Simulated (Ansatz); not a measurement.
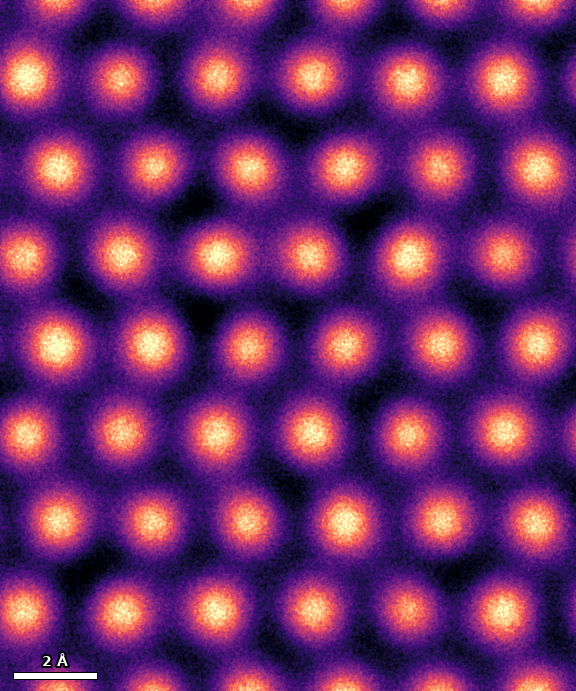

An image along [100] of one of the structures below (computed or model cells, partly hypothetical, each in its standard cell). The image is simulated as a sum over atoms of Z^1.6, blurred by a 1.25 Å probe (no channelling). The probe carries 25 % of its weight in a tail 2.5 times as wide. Shot noise and the speckle of an amorphous layer were added.

A. Rh
Space group Fm-3m (No. 225). a = 3.800 Å, b = 3.800 Å, c = 3.800 Å, α = 90.00°, β = 90.00°, γ = 90.00°
```csv
atom,site,symmetry,x,y,z
Rh,4a,m-3m,0.0000,0.0000,0.0000
```

B. Mo
Space group P6_3/mmc (No. 194). a = 2.708 Å, b = 2.708 Å, c = 4.958 Å, α = 90.00°, β = 90.00°, γ = 120.00°
```csv
atom,site,symmetry,x,y,z
Mo,2d,-6m2,0.3333,0.6667,0.7500
```

C. Ti
Space group P6_3/mmc (No. 194). a = 2.941 Å, b = 2.941 Å, c = 4.649 Å, α = 90.00°, β = 90.00°, γ = 120.00°
| atom | site | symmetry | x | y | z |
| --- | --- | --- | --- | --- | --- |
| Ti | 2d | -6m2 | 0.3333 | 0.6667 | 0.7500 |

D. Rh
Space group P6_3/mmc (No. 194). a = 2.688 Å, b = 2.688 Å, c = 4.314 Å, α = 90.00°, β = 90.00°, γ = 120.00°
```json
{"atom": "Rh", "site": "2d", "symmetry": "-6m2", "x": "0.3333", "y": "0.6667", "z": "0.7500"}
```

Which structure was imaged?

D, Rh. Along [100] the projected cells are A 1.90 × 1.90 Å, 90°; B 2.34 × 4.96 Å, 90°; C 2.55 × 4.65 Å, 90°; D 2.33 × 4.31 Å, 90°. The image repeats as D does.

Structure D: the end point of a relaxation at fixed volume with DFT r2SCAN, scalar-relativistic, plane waves, PAW in Ansatz 0.2.0; the starting structure was generated, so it need not be a known form of this composition.
